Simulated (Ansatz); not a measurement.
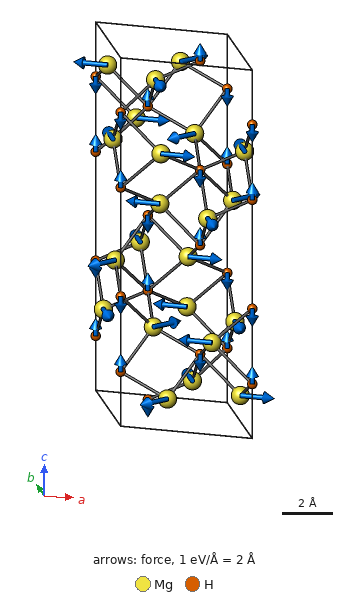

Starting geometry of crystalline Mg3H2 (built on the corundum_167 type) (coarse preliminary run) with the computed forces as blue arrows. Style: ball-and-stick. Shown: the conventional cell (3 times the calculation's cell), slightly off an axis. Lengths and directions refer to the drawn axes.

Case: corundum type (R-3c, No. 167).

Theory: DFT PBE, scalar-relativistic, plane waves, PAW (Ansatz 0.2.0). Set-up: plane-wave cutoff 420 eV; k-point mesh 6 × 6 × 6; occupations gaussian; smearing width 0.1 eV; no spin polarisation; cell and atoms relaxed; force threshold 0.04 eV/Å; at most 70 steps.

> Is this structure relaxed? If not, where do the atoms go?

It isn't relaxed: the largest force vector, on Mg atoms, is 0.73 eV/Å. The final displacements follow the starting forces only in part (cosine between the two patterns 0.76). The largest moves relative to the cell, 0.36 Å, are those of H atoms. By element the largest moves are H 0.36 Å, Mg 0.15 Å. Cell: a = b 5.603 → 5.542 Å (−1.1 %), c 15.298 → 15.561 Å (+1.7 %). Volume −0.5 %. Some distances before and after: H–Mg 2.184 → 2.299 Å, H–Mg 2.321 → 2.214 Å. The space group stays R-3c (No. 167). The energy falls by 67.1 meV per atom in 7 accepted moves (9 points after the start). The largest force component goes from 0.73 to 0.021 eV/Å. The pressure goes from 0.97 to 0.01 GPa. The line search rejected the trial step at point 6 of the run. At 1 point the geometry stayed and the basis and grid were re-selected for the new cell (energy shift of less than 0.05 meV per atom at most each time).
